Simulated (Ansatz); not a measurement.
**B$_{24}$N$_{23}$ (charge +2): single-point calculation (part 2 of 2)**

B$_{24}$N$_{23}$ (defect cell, 47 atoms in the cell, total charge +2); DFT PBE, scalar-relativistic, plane waves, PAW, spin-polarised (Ansatz 0.2.0); cutoff 420 eV, 2×2×2 k-mesh, Gaussian smearing of 0.05 eV, collinear spins. The structure derives from an entry of the Crystallography Open Database.

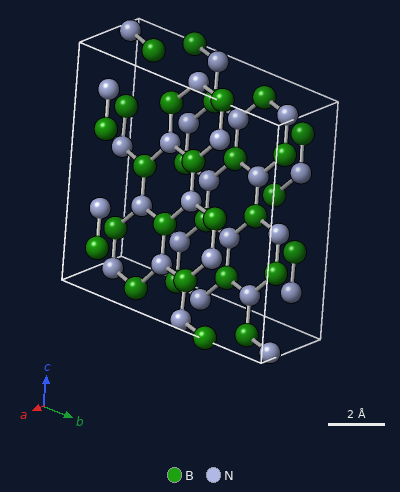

**Figure 1.** The input geometry (ball-and-stick view of the cell of the calculation, seen slightly off an axis). An atom can appear more than once, as a periodic image.

Output, continued:
```
  k-point 0 ↑: bands = ["-13.1205", "-12.8249", "-11.7858", "-11.7561", "-11.5849", "-11.5195", "-11.5181", "-11.4978", "-11.4834", "-11.4822", "-11.4747", "-11.3983", "-11.2920", "-10.8801", "-10.0445", "-10.0363", "-9.9278", "-9.9266", "-9.9220", "-9.4368", "-9.3869", "-9.3466", "-9.3453", "-4.2976", "-4.2015", "-4.2004", "-4.1974", "-4.0698", "-4.0601", "-3.2900", "-3.2896", "-3.1841", "-3.1380", "-3.1369", "-2.4571", "-2.4542", "-2.3891", "-2.3877", "-1.4758", "-0.8733", "-0.8494", "-0.8475", "-0.8462", "-0.8457", "-0.8272", "-0.8266", "-0.8264", "-0.8247", "-0.4637", "-0.4580", "0.4028", "0.4124", "0.5222", "0.5243", "0.5405", "0.5435", "0.5482", "0.5787", "0.5962", "0.7251", "0.7561", "0.7592", "0.7628", "0.7664", "0.7675", "0.7765", "0.7911", "0.7924", "0.9378", "1.2793", "1.3668", "1.4464", "1.4883", "1.4965", "1.5019", "1.5382", "1.8870", "1.9211", "2.4227", "2.6318", "2.6714", "2.6744", "3.2646", "3.3486", "3.3495", "3.6451", "3.7338", "3.7431", "4.0026", "4.3920", "4.4684", "4.5576", "4.5580", "7.5429", "8.7805", "8.8340", "8.9688", "9.2360", "9.4457", "9.5284", "9.5367", "9.5458", "9.5559", "9.6427", "9.8373", "10.1891", "10.4885", "12.5246", "12.5482", "12.6458", "12.6668", "12.7100", "12.7488", "12.7564", "12.7684", "12.7823", "12.9171", "12.9373", "13.1676", "13.1759", "14.1985", "14.3767", "14.6218", "14.6657", "14.7395", "14.7470", "14.9509", "15.4993", "15.5131", "15.5310", "15.5918", "15.6169", "15.6215", "15.6329", "15.6759", "15.7717", "16.0216", "16.2290", "16.2543", "16.4320", "16.4347"]
  k-point 1 ↑: bands = ["-12.7371", "-12.7176", "-12.4633", "-12.4244", "-11.9977", "-11.8611", "-11.8598", "-11.6638", "-10.7479", "-10.6466", "-10.6288", "-10.5976", "-10.5961", "-10.5674", "-10.5667", "-10.2051", "-10.1587", "-10.0647", "-10.0080", "-9.9256", "-9.6995", "-9.6781", "-9.6030", "-4.1884", "-3.9155", "-3.8993", "-3.8390", "-3.7867", "-3.0397", "-2.9404", "-2.9392", "-2.9316", "-2.9160", "-2.9158", "-2.9107", "-2.9106", "-2.8573", "-2.8256", "-2.3623", "-1.4099", "-1.3600", "-1.1792", "-1.1790", "-1.0259", "-0.9421", "-0.9321", "-0.9123", "-0.8068", "-0.7711", "-0.4226", "-0.4184", "-0.3840", "-0.0743", "0.4498", "0.4651", "0.4687", "0.4981", "0.4984", "0.4990", "0.7269", "0.7767", "0.8865", "0.9801", "1.0015", "1.0844", "1.0896", "1.2411", "1.6285", "1.6351", "1.7292", "1.7304", "1.8529", "1.8680", "1.8861", "2.4126", "2.5534", "2.5623", "2.6052", "2.6282", "2.6802", "2.7035", "2.7375", "2.7568", "2.7719", "2.8205", "2.8949", "2.9433", "3.3018", "3.6938", "3.9182", "4.1260", "4.2797", "4.4837", "7.1622", "8.6829", "8.8018", "9.1397", "9.3168", "10.1253", "10.1591", "10.2163", "10.3691", "10.7048", "10.8133", "10.8427", "10.8753", "10.9061", "10.9227", "10.9349", "10.9760", "10.9884", "11.0068", "11.0082", "11.9252", "12.8572", "12.9763", "13.0332", "13.8505", "14.6364", "14.8844", "14.8980", "14.9140", "14.9154", "15.0240", "15.1012", "15.1300", "15.2339", "15.2432", "15.2623", "15.2739", "15.2776", "15.3644", "15.7832", "15.8256", "16.0004", "16.0115", "16.2076", "16.2867", "16.3357", "16.3714", "16.4641"]
  k-point 2 ↑: bands = ["-12.7080", "-12.6716", "-12.5139", "-12.4579", "-12.0384", "-11.8887", "-11.8166", "-11.6299", "-10.7678", "-10.6846", "-10.6697", "-10.5863", "-10.5632", "-10.5462", "-10.5395", "-10.1942", "-10.1433", "-10.0555", "-10.0232", "-9.9360", "-9.6896", "-9.6824", "-9.6093", "-4.1824", "-3.9155", "-3.8845", "-3.8616", "-3.7908", "-3.0428", "-2.9543", "-2.9442", "-2.9363", "-2.9287", "-2.9068", "-2.9028", "-2.8954", "-2.8509", "-2.8188", "-2.3586", "-1.4122", "-1.3582", "-1.1832", "-1.1817", "-1.0251", "-0.9373", "-0.7953", "-0.7891", "-0.6994", "-0.6522", "-0.4144", "-0.4130", "-0.3888", "-0.0674", "0.3105", "0.4370", "0.4630", "0.4681", "0.4815", "0.4856", "0.4955", "0.5154", "0.6279", "0.7242", "0.7776", "0.9036", "1.6135", "1.6207", "1.6406", "1.7256", "1.7308", "1.7834", "1.8583", "1.8826", "1.8855", "2.1836", "2.2098", "2.2159", "2.4632", "2.4993", "2.5557", "2.5813", "2.5889", "3.0383", "3.1682", "3.2394", "3.2896", "3.2943", "3.5308", "3.8093", "3.8894", "3.9428", "4.2025", "4.3884", "7.1842", "8.7372", "8.7605", "9.1879", "9.3162", "9.9422", "9.9522", "10.1923", "10.3659", "10.5837", "10.6633", "10.6648", "10.6951", "10.7220", "10.9995", "11.2735", "11.3387", "11.3452", "11.5028", "11.5317", "12.0464", "12.3364", "12.6501", "13.3569", "13.7604", "14.1544", "14.1901", "14.2443", "14.3324", "14.3879", "14.4725", "14.5919", "15.1752", "15.2509", "15.3142", "15.4097", "15.4178", "15.6042", "15.6775", "15.8397", "15.9967", "16.1184", "16.1555", "16.1729", "16.2712", "16.3089", "16.3638", "16.3898"]
  k-point 7 ↓: bands = ["-12.6350", "-12.6097", "-12.5988", "-12.5150", "-12.0657", "-11.9119", "-11.7859", "-11.6072", "-10.7806", "-10.7079", "-10.6985", "-10.5872", "-10.5323", "-10.5245", "-10.5222", "-10.1865", "-10.1189", "-10.0488", "-10.0480", "-9.9474", "-9.7012", "-9.6656", "-9.6149", "-4.1771", "-3.9026", "-3.8982", "-3.8665", "-3.7997", "-3.0429", "-2.9640", "-2.9476", "-2.9289", "-2.9194", "-2.9188", "-2.9053", "-2.8811", "-2.8497", "-2.8079", "-2.3593", "-1.4123", "-1.3514", "-1.1864", "-1.1854", "-1.0288", "-0.9316", "-0.8069", "-0.7824", "-0.4089", "-0.4042", "-0.3896", "-0.1280", "-0.0584", "-0.0438", "-0.0335", "0.0511", "0.0658", "0.2489", "0.4403", "0.4577", "0.4717", "0.4775", "0.5134", "0.5295", "0.7321", "0.8698", "1.6222", "1.6368", "1.7269", "1.7364", "1.8661", "1.8706", "1.8976", "1.9106", "1.9860", "2.0121", "2.0214", "2.0548", "2.3905", "2.4508", "2.5623", "2.5643", "2.5957", "3.4022", "3.4795", "3.5210", "3.5285", "3.5352", "3.5538", "3.6264", "3.7635", "4.0795", "4.1209", "4.1434", "7.2149", "8.7394", "8.7559", "9.3919", "9.4981", "9.5669", "9.6062", "10.2225", "10.4735", "10.4763", "10.5445", "10.5691", "10.6198", "10.6445", "10.9374", "11.4849", "11.5870", "11.5894", "11.9634", "12.0608", "12.1496", "12.8575", "12.9501", "12.9979", "13.0813", "13.4431", "13.8194", "13.8448", "13.8494", "13.9518", "13.9769", "14.0530", "15.1928", "15.2646", "15.3079", "15.4410", "15.4499", "15.5580", "15.6914", "16.1103", "16.1874", "16.1896", "16.2491", "16.3224", "16.3297", "16.4302", "16.6099", "16.6621"]
--- Löwdin populations: 47 sites ---
  site symbol       q [e]    m [muB]
     0      B      2.5868    -0.0000
     1      B      2.5870    -0.0000
     2      B      2.5767    -0.0000
     3      B      2.5771    -0.0000
     4      B      2.5746    -0.0000
     5      B      2.5750    -0.0000
     6      B      2.5727    -0.0000
     7      B      2.5729    -0.0000
     8      B      2.5750    -0.0000
     9      B      2.5747    -0.0000
    10      B      2.5770    -0.0000
    11      B      2.5769    -0.0000
    12      B      2.6310    -0.0000
    13      B      2.5614    -0.0000
    14      B      2.6308    -0.0000
    15      B      2.5612    -0.0000
    16      B      2.5612    -0.0000
    17      B      2.5613    -0.0000
    18      B      2.5610    -0.0000
    19      B      2.5611    -0.0000
    20      B      2.5611    -0.0000
    21      B      2.5613    -0.0000
    22      B      2.5611    -0.0000
    23      B      2.6292    -0.0000
    24      N      5.3115     0.0000
    25      N      5.2903     0.0000
    26      N      5.2903     0.0000
    27      N      5.3129     0.0000
    28      N      5.2900     0.0000
    29      N      5.3112     0.0000
    30      N      5.3112     0.0000
    31      N      5.3129     0.0000
    32      N      5.2901     0.0000
    33      N      5.2904     0.0000
    34      N      5.2904     0.0000
    35      N      5.2913     0.0000
    36      N      5.2911     0.0000
    37      N      5.2907     0.0000
    38      N      5.2906     0.0000
    39      N      5.2884     0.0000
    40      N      5.2884     0.0000
    41      N      5.2878     0.0000
    42      N      5.2880     0.0000
    43      N      5.2883     0.0000
    44      N      5.2884     0.0000
    45      N      5.2908     0.0000
    46      N      5.2906     0.0000
  spilling = 0.007330 (of n_electrons = 185.000000)
--- Bader charges: 47 sites ---
  site symbol  charge [e]  shift [e]    m [muB]
     0      B      2.2294     0.0005     0.0000
     1      B      2.2293     0.0005     0.0000
     2      B      2.2342     0.0005     0.0000
     3      B      2.2340     0.0005     0.0000
     4      B      2.2349     0.0005     0.0000
     5      B      2.2348     0.0005     0.0000
     6      B      2.2354     0.0005     0.0000
     7      B      2.2355     0.0005     0.0000
     8      B      2.2348     0.0005     0.0000
     9      B      2.2348     0.0005     0.0000
    10      B      2.2342     0.0005     0.0000
    11      B      2.2340     0.0005     0.0000
    12      B      1.6488     0.0006     0.0000
    13      B      2.2430     0.0005     0.0000
    14      B      1.6496     0.0006     0.0000
    15      B      2.2261     0.0005     0.0000
    16      B      2.2260     0.0005     0.0000
    17      B      2.2432     0.0005     0.0000
    18      B      2.2261     0.0005     0.0000
    19      B      2.2261     0.0005     0.0000
    20      B      2.2260     0.0005     0.0000
    21      B      2.2432     0.0005     0.0000
    22      B      2.2259     0.0005     0.0000
    23      B      1.6547     0.0006     0.0000
    24      N     -2.1940     0.0005     0.0000
    25      N     -2.1697     0.0006     0.0000
    26      N     -2.1702     0.0006     0.0000
    27      N     -2.1693     0.0005     0.0000
    28      N     -2.1696     0.0006     0.0000
    29      N     -2.1935     0.0005     0.0000
    30      N     -2.1935     0.0005     0.0000
    31      N     -2.1692     0.0005     0.0000
    32      N     -2.1701     0.0006     0.0000
    33      N     -2.1699     0.0006     0.0000
    34      N     -2.1703     0.0006     0.0000
    35      N     -2.1629     0.0005     0.0000
    36      N     -2.1624     0.0005     0.0000
    37      N     -2.1618     0.0005     0.0000
    38      N     -2.1616     0.0005     0.0000
    39      N     -2.1559     0.0005     0.0000
    40      N     -2.1559     0.0005     0.0000
    41      N     -2.1546     0.0005     0.0000
    42      N     -2.1549     0.0005     0.0000
    43      N     -2.1557     0.0005     0.0000
    44      N     -2.1558     0.0005     0.0000
    45      N     -2.1622     0.0005     0.0000
    46      N     -2.1613     0.0005     0.0000
  estimated error of the sums over rays = 4.6e-4 e
```

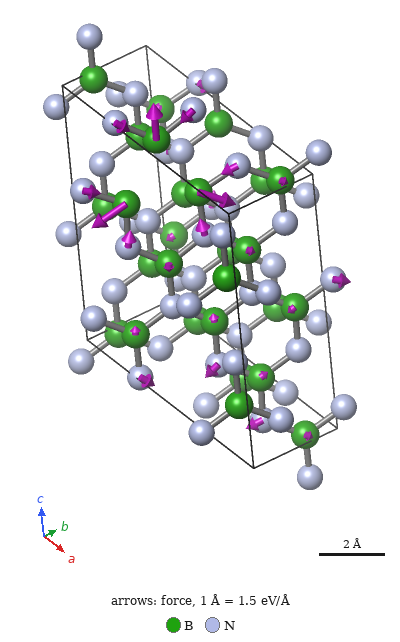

**Figure 2.** Forces on the atoms as pink arrows (ball-and-stick view of the cell of the calculation, seen slightly off an axis; bonded neighbours outside the cell are drawn too); the smallest are left out. The largest act on B13, B15 (1.99 eV/Å); B24 (1.97 eV/Å); N27 (0.90 eV/Å); N29, N33, N34 (0.90 eV/Å), among others. Atoms are counted from 1 in the order of the input and aren't labelled in the picture. The geometry is not a stationary point of this energy.

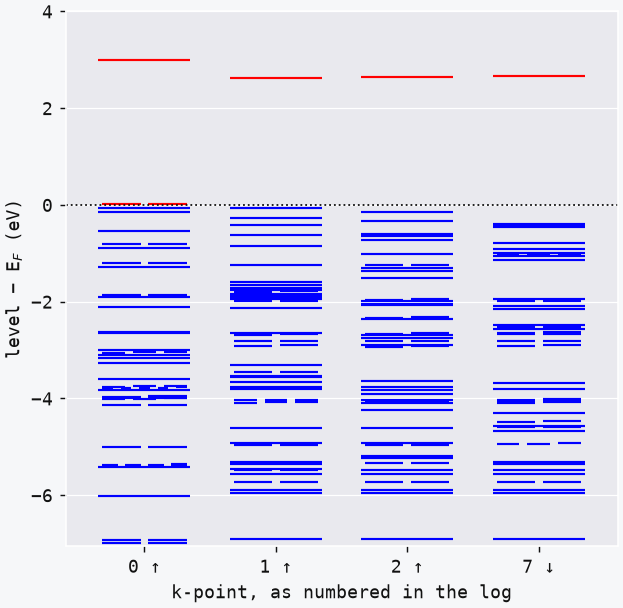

**Figure 3.** Kohn–Sham levels near the Fermi level (dotted) at the few k-points that the log prints; levels within 0.02 eV of each other stand side by side. The system is metallic on the full mesh.

This output came from the following input.

The input:
```yaml
crystal:
  lattice:
    - [3.74736, -2.163539, -6.6357]
    - [3.74736, -2.163539, 6.6357]
    - [-7.49472, -4.327079, 0.0]
  atoms:
    - { symbol: B, position: [0.7079427615, 0.9582568789, 0.8331790128] }
    - { symbol: B, position: [0.2085213868, 0.4575974773, 0.833190539] }
    - { symbol: B, position: [0.3749884708, 0.6245921307, 0.6665821433] }
    - { symbol: B, position: [0.8749247152, 0.1246065038, 0.666567878] }
    - { symbol: B, position: [0.0411663995, 0.2916108285, 0.4999255913] }
    - { symbol: B, position: [0.5415764679, 0.7911925969, 0.4999147961] }
    - { symbol: B, position: [0.7078571555, 0.9581755576, 0.3331835958] }
    - { symbol: B, position: [0.2076860492, 0.4583245998, 0.3331949055] }
    - { symbol: B, position: [0.3740808004, 0.6252066923, 0.1664513114] }
    - { symbol: B, position: [0.8746180877, 0.1246554472, 0.1664356291] }
    - { symbol: B, position: [0.0411615198, 0.2915869151, -0.0002062652] }
    - { symbol: B, position: [0.5413959215, 0.7913411329, -0.0002302469] }
    - { symbol: B, position: [0.6118316279, 0.3602416323, 0.8331900123], spin: 0.2 }
    - { symbol: B, position: [0.1245988244, 0.8741750589, 0.8332800117] }
    - { symbol: B, position: [0.3078634732, 0.0562552247, 0.6811805564], spin: 0.2 }
    - { symbol: B, position: [0.788997931, 0.5390097462, 0.6673368493] }
    - { symbol: B, position: [0.9635338695, 0.7128605118, 0.5033691362] }
    - { symbol: B, position: [0.458407642, 0.2097880461, 0.4986602819] }
    - { symbol: B, position: [0.6244337105, 0.3757506693, 0.3292651326] }
    - { symbol: B, position: [0.1289181168, 0.8794162928, 0.3373699707] }
    - { symbol: B, position: [0.2924342503, 0.0437109111, 0.1632218182] }
    - { symbol: B, position: [0.7937456421, 0.5437010586, 0.1679322107] }
    - { symbol: B, position: [0.9551908325, 0.7046302239, -0.0007708159] }
    - { symbol: B, position: [0.457096559, 0.211106776, -0.0143446166], spin: 0.2 }
    - { symbol: "N", position: [0.9572819447, 0.7065878406, 0.833293379] }
    - { symbol: "N", position: [0.1344560484, 0.8826640496, 0.6720085202], spin: 0.2 }
    - { symbol: "N", position: [0.6200003658, 0.3707256576, 0.6689626752], spin: 0.2 }
    - { symbol: "N", position: [0.792364581, 0.5425136328, 0.4999719462] }
    - { symbol: "N", position: [0.2972496385, 0.0483029049, 0.5076739053], spin: 0.2 }
    - { symbol: "N", position: [0.4581161021, 0.2100085831, 0.3311745705] }
    - { symbol: "N", position: [0.9612887676, 0.7110743801, 0.3353919894] }
    - { symbol: "N", position: [0.1254657292, 0.8759851475, 0.1666185723] }
    - { symbol: "N", position: [0.6226040846, 0.3741935613, 0.1589714061], spin: 0.2 }
    - { symbol: "N", position: [0.7853374356, 0.5337951035, -0.002449784], spin: 0.2 }
    - { symbol: "N", position: [0.2940025731, 0.0455239095, -0.0054022787], spin: 0.2 }
    - { symbol: "N", position: [0.8754490589, 0.1241456845, 0.8331941977] }
    - { symbol: "N", position: [0.3746190548, 0.6249113178, 0.8331806855] }
    - { symbol: "N", position: [0.5421354809, 0.79052325, 0.6664599791] }
    - { symbol: "N", position: [0.0409209669, 0.2916898324, 0.6664505867] }
    - { symbol: "N", position: [0.2078733727, 0.4582018329, 0.4998450086] }
    - { symbol: "N", position: [0.7081345351, 0.9578995454, 0.4998373522] }
    - { symbol: "N", position: [0.8745107033, 0.1248965866, 0.3331870581] }
    - { symbol: "N", position: [0.3743429909, 0.625053448, 0.3331890331] }
    - { symbol: "N", position: [0.5410437163, 0.7917023766, 0.1665175496] }
    - { symbol: "N", position: [0.0410813719, 0.2916355097, 0.1665325003] }
    - { symbol: "N", position: [0.2071648597, 0.458894403, -7.95487e-05] }
    - { symbol: "N", position: [0.7085415169, 0.9575214346, -0.0001131783] }
magnetization:
  spin_polarized: true
total_charge: 2
basis:
  ecutwfc: 420
  fft_grid_basis: typed
kpoints:
  mp_grid: { grid: [2, 2, 2] }
hamiltonian:
  xc: pbe
  pseudopotentials: { kind: paw }
scf:
  occupations: { method: gaussian, width: 0.05 }
output:
  forces: true
  stress: false
  eigenvalues: true
  bader: true
  write_density: true
  volumetric_format: npy
  populations: true
```

Launch command:
```bash
ansatz run input.yaml --threads 4 --pin off --max-ram 10240MiB --backend cpu --events-out ev --progress --plain --runs-dir out
```

Summary:

```json
{"quantity": "outcome", "value": "converged"}
{"quantity": "electrons treated", "value": "185"}
{"quantity": "free energy", "value": "−12637.9761 eV"}
{"quantity": "Fermi energy", "value": "4.539 eV"}
{"quantity": "gap on the k-point mesh", "value": "none (metallic)"}
{"quantity": "net moment of the cell", "value": "0.00 μB"}
{"quantity": "integrated absolute moment", "value": "0.00 μB"}
{"quantity": "largest force (length of the vector)", "value": "1.988 eV/Å"}
{"quantity": "hardware", "value": "4 threads of Arm Neoverse V1, 24 GiB of memory available, shared host"}
{"quantity": "wall time", "value": "3.1 min (CPU time 12 min)"}
{"quantity": "peak memory", "value": "1.9 GiB"}
```

Remarks:

Warnings of the run: some starting moments were not kept. The cell is charged and computed with a neutralising background, so its energy and pressure depend on the cell and aren't those of a real crystal.
